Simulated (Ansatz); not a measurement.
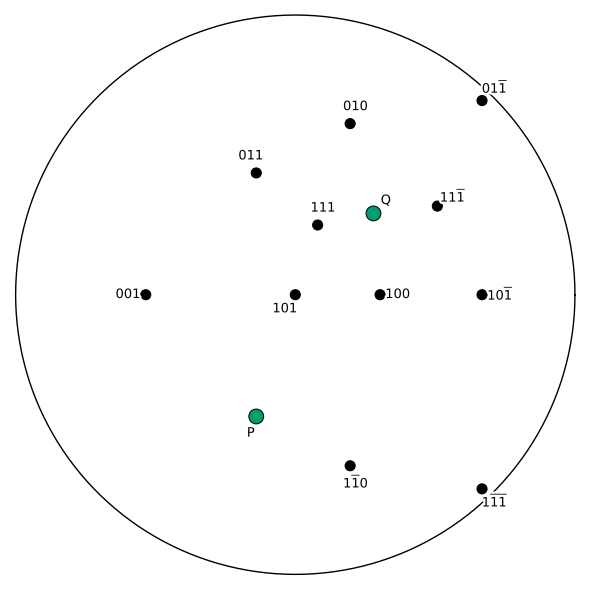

Crystal: Te2Pt, the geometry relaxed in a fixed cell with Ansatz, DFT PBE+D3(BJ), scalar-relativistic, plane waves, PAW. Stereographic projection of plane normals (upper hemisphere) centred on (1 0 1). Geometry calculated from the standardised cell; symmetry tolerance 0.002 Å.

a = 4.010 Å, b = 4.010 Å, c = 5.201 Å, α = 90.00°, β = 90.00°, γ = 120.00°.

**Index the poles marked P, Q.**

P is (1 −1 1), in four indices (1 −1 0 1), 49.1° from the centre; Q is (1 1 0), in four indices (1 1 −2 0), 43.9° from the centre.

**What is the angle between the normals of (1 0 1) and (1 0 −1), and what are their d_hkl = 1/|g|?**

67.5°; d = 2.888 Å and 2.888 Å.
